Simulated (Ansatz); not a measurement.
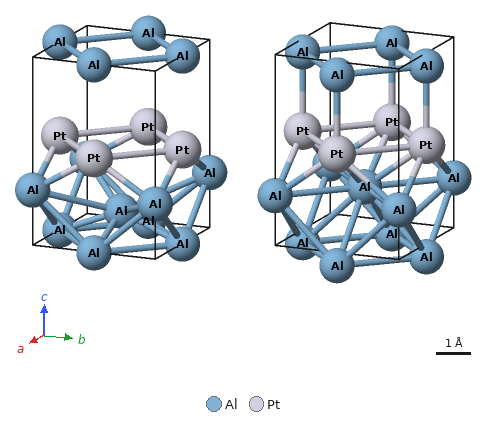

Two geometries of a crystal of Al2Pt (a generated structure, set up in P4mm) (coarse preliminary run), drawn at one scale. One is the start of a relaxation, the other its converged end. The picture is a ball-and-stick view of the cell of the calculation, seen slightly off an axis.

Computed with DFT PBE, scalar-relativistic, plane waves, PAW (Ansatz). Settings: plane-wave cutoff 420 eV; k-point mesh 4 × 4 × 4; occupations gaussian; smearing width 0.1 eV; no spin polarisation; cell and atoms relaxed; force threshold 0.04 eV/Å; at most 70 steps.

Which of the two is the end point?

Answer. The right one is the relaxed one. An Al atom moves most relative to the cell: 0.76 Å along +c. Largest moves by element: Al 0.76 Å, Pt 0.11 Å. The drawn cell changes as follows: a = b 4.063 → 4.101 Å (+0.9 %), c 5.894 → 5.980 Å (+1.4 %); the volume changes by +3.4 %. Near-neighbour distances that change, for instance: Al–Al 2.189 → 2.845 Å, Al–Pt 2.932 → 2.477 Å, Al–Pt 2.955 → 2.559 Å, Al–Pt 2.367 → 2.559 Å. Among the angles between lasting bonds that change: Al–Pt–Al 118.2° → 106.5°, Al–Pt–Pt 127.4° → 124.5°. The space group stays P4mm (No. 99). After 7 accepted moves (8 points after the start) the energy has fallen by 786 meV per atom. The largest force component goes from 7.1 to 0.0022 eV/Å. Pressure: 20.21 GPa at the start and 0.02 GPa at the end. The SCF was repeated once at an unchanged geometry on a basis and grid sized afresh for the cell, which shifted the energy by 0.2 meV per atom at most. Cost: 34 s on 1 thread of Intel(R) Xeon(R) Processor @ 2.70GHz, on a shared host, peak memory 0.37 GiB.

Limits of the set-up: the k-point mesh is coarse for a cell with partly filled bands.
